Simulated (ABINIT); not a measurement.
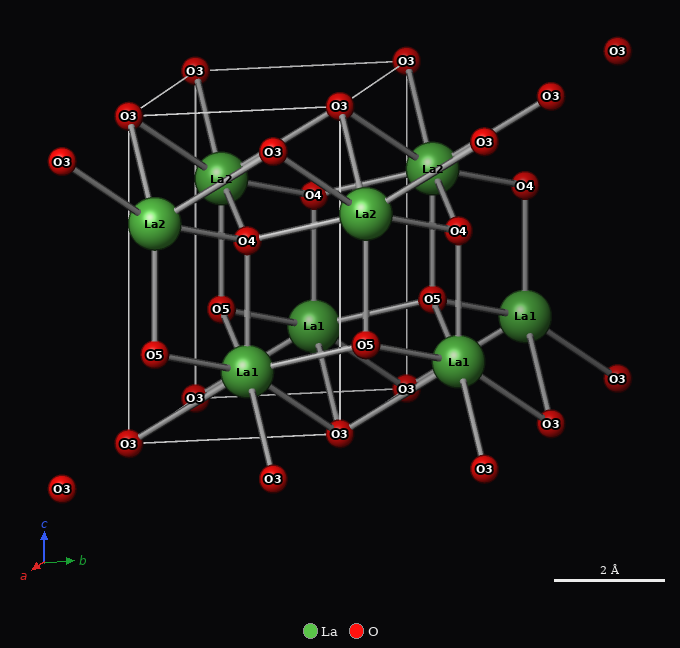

*The structure (ball-and-stick view of the cell of the calculation, repeated 2 × 2 × 1, seen slightly off an axis; atoms are numbered from 1 in the order of the input). An atom can appear more than once, as a periodic image.*

Near neighbours in the periodic cell (some may lie outside the picture): La has 7 O at 2.36 to 2.72 Å; O has 6 La at 2.72 Å; O has 4 La at 2.36 to 2.44 Å.

Run report: La$_{2}$O$_{3}$, dielectric calculation (part 1 of 4)

La$_{2}$O$_{3}$ (5 atoms in the cell), computed with Kohn-Sham DFT of a periodic cell, PBE, PseudoDojo NC SR PBE v0.4.1 standard, no spin polarisation (ABINIT 10.8.3).

The structure derives from a Materials Project entry.

**What the program printed**
```
.Version 10.8.3 of ABINIT
 DATASET    1 : space group P-3 m 1 (#164); Bravais hP (primitive hexag.)
================================================================================
 Values of the parameters that define the memory need for DATASET  1.
     intxc =       0    ionmov =       0      iscf =       7    lmnmax =       8
     lnmax =       8     mgfft =      90  mpssoang =       4    mqgrid =    4094
     natom =       5  nloc_mem =       1    nspden =       1   nspinor =       1
    nsppol =       1      nsym =      12    n1xccc =    2501    ntypat =       2
    occopt =       1   xclevel =       2
       mpw =       12923          nfft =      262440          nkpt =          10
================================================================================
================================================================================

 DATASET    2 : space group P-3 m 1 (#164); Bravais hP (primitive hexag.)
================================================================================
 Values of the parameters that define the memory need for DATASET  2 (RF).
     intxc =       0      iscf =      -3    lmnmax =       8     lnmax =       8
     mgfft =      90  mpssoang =       4    mqgrid =    4094     natom =       5
  nloc_mem =       1    nspden =       1   nspinor =       1    nsppol =       1
      nsym =      12    n1xccc =    2501    ntypat =       2    occopt =       1
   xclevel =       2
      nfft =      262440          nkpt =          32
================================================================================
================================================================================

 DATASET    3 : space group P-3 m 1 (#164); Bravais hP (primitive hexag.)
================================================================================
 Values of the parameters that define the memory need for DATASET  3 (RF).
     intxc =       0      iscf =       7    lmnmax =       8     lnmax =       8
     mgfft =      90  mpssoang =       4    mqgrid =    4094     natom =       5
  nloc_mem =       1    nspden =       1   nspinor =       1    nsppol =       1
      nsym =      12    n1xccc =    2501    ntypat =       2    occopt =       1
   xclevel =       2
      nfft =      262440          nkpt =          32
================================================================================
================================================================================

--------------------------------------------------------------------------------
------------- Echo of variables that govern the present computation ------------
--------------------------------------------------------------------------------
 -outvars: echo values of preprocessed input variables --------
            acell      7.4280936512E+00  7.4280936512E+00  1.1549918247E+01 Bohr
              amu      1.38905500E+02  1.59994000E+01
           diemac      6.00000000E+00
             ecut      6.20000000E+01 Hartree
           getddk1          0
           getddk2          0
           getddk3          2
           getwfk1          0
           getwfk2          1
           getwfk3          1
             iscf1          7
             iscf2         -3
             iscf3          7
              ixc          11
           jdtset        1    2    3
           kptopt1          1
           kptopt2          2
           kptopt3          2
         kptrlatt        4    0    0      0    4    0      0    0    4
          kptrlen      2.97123746E+01
            natom           5
            nband1         20
            nband2         20
            nband3         20
           ndtset           3
            ngfft          54      54      90
             nkpt1         10
             nkpt2         32
             nkpt3         32
             nqpt1          0
             nqpt2          1
             nqpt3          1
            nstep          80
             nsym          12
           ntypat           2
        optdriver1          0
        optdriver2          1
        optdriver3          1
           prtden           0
        prtebands           0
           prteig           0
            prtwf1          1
            prtwf2          1
            prtwf3          0
           rfelfd1          0
           rfelfd2          2
           rfelfd3          3
            rprim      1.0000000000E+00  0.0000000000E+00  0.0000000000E+00
                      -5.0000000000E-01  8.6602540380E-01  0.0000000000E+00
                       0.0000000000E+00  0.0000000000E+00  1.0000000000E+00
           shiftk      0.00000000E+00  0.00000000E+00  5.00000000E-01
          spgroup         164
           tolvrs1     1.00000000E-15
           tolvrs2     0.00000000E+00
           tolvrs3     1.00000000E-09
           tolwfr1     0.00000000E+00
           tolwfr2     1.00000000E-18
           tolwfr3     0.00000000E+00
            typat      1  1  2  2  2
           xangst      6.7134040394E-17  2.2694356660E+00  1.5049810311E+00
                       1.9653889390E+00  1.1347178330E+00  4.6069724889E+00
                       0.0000000000E+00  0.0000000000E+00  0.0000000000E+00
                       6.7134040394E-17  2.2694356660E+00  3.9476536318E+00
                       1.9653889390E+00  1.1347178330E+00  2.1642998882E+00
            xcart      1.2686495007E-16  4.2886118692E+00  2.8440019735E+00
                       3.7140468256E+00  2.1443059346E+00  8.7059162736E+00
                       0.0000000000E+00  0.0000000000E+00  0.0000000000E+00
                       1.2686495007E-16  4.2886118692E+00  7.4599842041E+00
                       3.7140468256E+00  2.1443059346E+00  4.0899340430E+00
             xred      3.3333333333E-01  6.6666666667E-01  2.4623568000E-01
                       6.6666666667E-01  3.3333333333E-01  7.5376432000E-01
                       0.0000000000E+00  0.0000000000E+00  0.0000000000E+00
                       3.3333333333E-01  6.6666666667E-01  6.4589065000E-01
                       6.6666666667E-01  3.3333333333E-01  3.5410935000E-01
            znucl       57.00000    8.00000

================================================================================

 chkinp: Checking input parameters for consistency, jdtset=   1.

 chkinp: Checking input parameters for consistency, jdtset=   2.

 chkinp: Checking input parameters for consistency, jdtset=   3.

================================================================================
== DATASET  1 ==================================================================

--- !DatasetInfo
iteration_state: {dtset: 1, }
dimensions: {natom: 5, nkpt: 10, mband: 20, nsppol: 1, nspinor: 1, nspden: 1, mpw: 12923, }
cutoff_energies: {ecut:  62.0, pawecutdg:  -1.0, }
electrons: {nelect:   4.00000000E+01, charge:   0.00000000E+00, occopt:   1.00000000E+00, tsmear:   1.00000000E-02, }
meta: {optdriver: 0, ionmov: 0, optcell: 0, iscf: 7, paral_kgb: 0, }
...

 Exchange-correlation functional for the present dataset will be:
  GGA: Perdew-Burke-Ernzerhof functional - ixc=11
  J.P.Perdew, K.Burke, M.Ernzerhof, PRL 77, 3865 (1996)

 Real(R)+Recip(G) space primitive vectors, cartesian coordinates (Bohr,Bohr^-1):
 R(1)=  7.4280937  0.0000000  0.0000000  G(1)=  0.1346240  0.0777252  0.0000000
 R(2)= -3.7140468  6.4329178  0.0000000  G(2)=  0.0000000  0.1554505  0.0000000
 R(3)=  0.0000000  0.0000000 11.5499182  G(3)=  0.0000000  0.0000000  0.0865807
 Unit cell volume ucvol=  5.5190494E+02 bohr^3
 Angles (23,13,12)=  9.00000000E+01  9.00000000E+01  1.20000000E+02 degrees

 getcut: wavevector=  0.0000  0.0000  0.0000  ngfft=  54  54  90
         ecut(hartree)=     62.000   => boxcut(ratio)=   2.05142

--- Pseudopotential description ------------------------------------------------
- pspini: atom type   1  psp file is ./La.upf
  57.00000  11.00000  171031                  znucl, zion, pspdat
12 -101130 3 -1 1812                          pspcod,pspxc,lmax,lloc,mmax
     nproj     2     2     2     2

- pspini: atom type   2  psp file is ./O.upf
   8.00000   6.00000  171031                  znucl, zion, pspdat
12 -101130 2 -1 936                           pspcod,pspxc,lmax,lloc,mmax
     nproj     2     2     1     0

   3.13030709E+03                                ecore*ucvol(ha*bohr**3)
--------------------------------------------------------------------------------

================================================================================

--- !BeginCycle
iteration_state: {dtset: 1, }
solver: {iscf: 7, nstep: 80, nline: 4, wfoptalg: 0, }
tolerances: {tolvrs: 1.00E-15, }
...

     iter   Etot(hartree)      deltaE(h)  residm     vres2
 ETOT  1  -119.67140206338    -1.197E+02 1.632E-01 2.530E+03
 ETOT  2  -119.80467252475    -1.333E-01 3.397E-03 5.304E+03
 ETOT  3  -120.18588976119    -3.812E-01 4.737E-03 2.568E+02
 ETOT  4  -120.21029319545    -2.440E-02 2.792E-04 5.478E+00
 ETOT  5  -120.20796431542     2.329E-03 1.352E-04 3.782E+01
 ETOT  6  -120.21159564986    -3.631E-03 4.734E-05 2.704E+00
 ETOT  7  -120.21199095535    -3.953E-04 3.218E-05 2.394E-01
 ETOT  8  -120.21201898035    -2.802E-05 3.184E-06 3.905E-01
 ETOT  9  -120.21209100636    -7.203E-05 2.387E-06 1.391E-02
 ETOT 10  -120.21209729985    -6.293E-06 6.130E-07 2.326E-02
 ETOT 11  -120.21210008894    -2.789E-06 3.325E-07 3.271E-02
 ETOT 12  -120.21210396488    -3.876E-06 1.261E-07 4.905E-03
 ETOT 13  -120.21210303632     9.286E-07 4.820E-08 1.537E-02
 ETOT 14  -120.21210422521    -1.189E-06 1.512E-08 4.848E-03
 ETOT 15  -120.21210476521    -5.400E-07 1.319E-08 2.718E-04
 ETOT 16  -120.21210459572     1.695E-07 3.960E-09 1.704E-03
 ETOT 17  -120.21210477262    -1.769E-07 1.375E-09 3.520E-04
 ETOT 18  -120.21210480834    -3.572E-08 1.155E-09 6.217E-05
 ETOT 19  -120.21210481703    -8.688E-09 3.861E-10 8.620E-07
 ETOT 20  -120.21210481620     8.250E-10 1.706E-10 1.923E-05
 ETOT 21  -120.21210481795    -1.749E-09 2.508E-11 1.544E-06
 ETOT 22  -120.21210481811    -1.589E-10 2.378E-11 4.952E-07
 ETOT 23  -120.21210481813    -1.774E-11 3.506E-12 4.549E-07
 ETOT 24  -120.21210481817    -3.919E-11 1.359E-12 5.947E-08
 ETOT 25  -120.21210481818    -9.877E-12 8.576E-13 7.120E-09
 ETOT 26  -120.21210481817     2.885E-12 1.281E-13 6.504E-08
 ETOT 27  -120.21210481818    -3.894E-12 6.081E-14 1.903E-08
 ETOT 28  -120.21210481818     1.066E-12 5.105E-14 9.032E-09
 ETOT 29  -120.21210481818    -1.421E-14 5.992E-15 7.610E-09
 ETOT 30  -120.21210481818    -1.563E-12 5.974E-15 9.433E-10
 ETOT 31  -120.21210481818     1.705E-12 4.603E-15 3.017E-10
 ETOT 32  -120.21210481817     3.070E-12 4.222E-16 8.910E-11
 ETOT 33  -120.21210481818    -2.586E-12 2.203E-16 1.538E-12
 ETOT 34  -120.21210481818    -1.464E-12 5.177E-17 1.121E-11
 ETOT 35  -120.21210481817     5.898E-12 2.541E-17 2.966E-13
 ETOT 36  -120.21210481818    -4.050E-12 1.148E-17 4.664E-15
 ETOT 37  -120.21210481817     1.094E-12 2.950E-18 4.289E-13
 ETOT 38  -120.21210481818    -4.377E-12 1.588E-18 1.041E-13
 ETOT 39  -120.21210481817     7.006E-12 5.493E-19 1.595E-13
 ETOT 40  -120.21210481818    -3.340E-12 2.495E-19 1.518E-14
 ETOT 41  -120.21210481818    -2.828E-12 2.114E-19 2.627E-15
 ETOT 42  -120.21210481818     1.734E-12 2.280E-20 1.079E-14
 ETOT 43  -120.21210481818     8.953E-13 1.652E-20 6.325E-15
 ETOT 44  -120.21210481818    -3.809E-12 2.736E-21 2.883E-15
 ETOT 45  -120.21210481818     2.203E-12 2.337E-21 8.500E-16

 At SCF step   45       vres2   =  8.50E-16 < tolvrs=  1.00E-15 =>converged.

 Cartesian components of stress tensor (hartree/bohr^3)
  sigma(1 1)= -4.66752485E-05  sigma(3 2)=  0.00000000E+00
  sigma(2 2)= -4.66752489E-05  sigma(3 1)=  0.00000000E+00
  sigma(3 3)= -5.87457136E-05  sigma(2 1)=  0.00000000E+00

--- !ResultsGS
iteration_state: {dtset: 1, }
comment   : Summary of ground state results
lattice_vectors:
- [  7.4280937,   0.0000000,   0.0000000, ]
- [ -3.7140468,   6.4329178,   0.0000000, ]
- [  0.0000000,   0.0000000,  11.5499182, ]
lattice_lengths: [   7.42809,    7.42809,   11.54992, ]
lattice_angles: [ 90.000,  90.000, 120.000, ] # degrees, (23, 13, 12)
lattice_volume:   5.5190494E+02
convergence: {deltae:  2.203E-12, res2:  8.500E-16, residm:  2.337E-21, diffor: null, }
etotal    :  -1.20212105E+02
entropy   :   0.00000000E+00
fermie    :   2.18972051E-01
cartesian_stress_tensor: # hartree/bohr^3
- [ -4.66752485E-05,   0.00000000E+00,   0.00000000E+00, ]
- [  0.00000000E+00,  -4.66752489E-05,   0.00000000E+00, ]
- [  0.00000000E+00,   0.00000000E+00,  -5.87457136E-05, ]
pressure_GPa:   1.4916E+00
xred      :
- [  3.3333E-01,   6.6667E-01,   2.4624E-01, La]
- [  6.6667E-01,   3.3333E-01,   7.5376E-01, La]
- [  0.0000E+00,   0.0000E+00,   0.0000E+00,  O]
- [  3.3333E-01,   6.6667E-01,   6.4589E-01,  O]
- [  6.6667E-01,   3.3333E-01,   3.5411E-01,  O]
cartesian_forces: # hartree/bohr
- [  5.79991659E-29,   5.35773344E-28,   1.58096465E-04, ]
- [ -2.31996663E-28,  -3.01372506E-28,  -1.58096465E-04, ]
- [ -5.21992493E-28,   3.34858340E-29,  -5.42101086E-21, ]
- [  5.79991659E-29,  -3.01372506E-28,   1.68457644E-04, ]
- [  6.37990824E-28,   3.34858340E-29,  -1.68457644E-04, ]
force_length_stats: {min:   5.42101086E-21, max:   1.68457644E-04, mean:   1.30621644E-04, }
...

 Integrated electronic density in atomic spheres:
 ------------------------------------------------
 Atom  Sphere_radius  Integrated_density
    1        2.00000          6.07284869
    2        2.00000          6.07284869
    3        2.00000          6.05654508
    4        2.00000          6.21708501
    5        2.00000          6.21708501
================================================================================

 ----iterations are completed or convergence reached----

 Mean square residual over all n,k,spin=   29.462E-23; max=  23.370E-22
 reduced coordinates (array xred) for    5 atoms
       0.333333333333      0.666666666667      0.246235680000
       0.666666666667      0.333333333333      0.753764320000
       0.000000000000      0.000000000000      0.000000000000
       0.333333333333      0.666666666667      0.645890650000
       0.666666666667      0.333333333333      0.354109350000
 rms dE/dt=  9.7433E-04; max dE/dt=  1.9457E-03; dE/dt below (all hartree)
    1      -0.000000000000     -0.000000000000     -0.001826001251
    2      -0.000000000000      0.000000000000      0.001826001251
    3       0.000000000000      0.000000000000      0.000000000000
    4      -0.000000000000      0.000000000000     -0.001945672017
    5      -0.000000000000      0.000000000000      0.001945672017
```
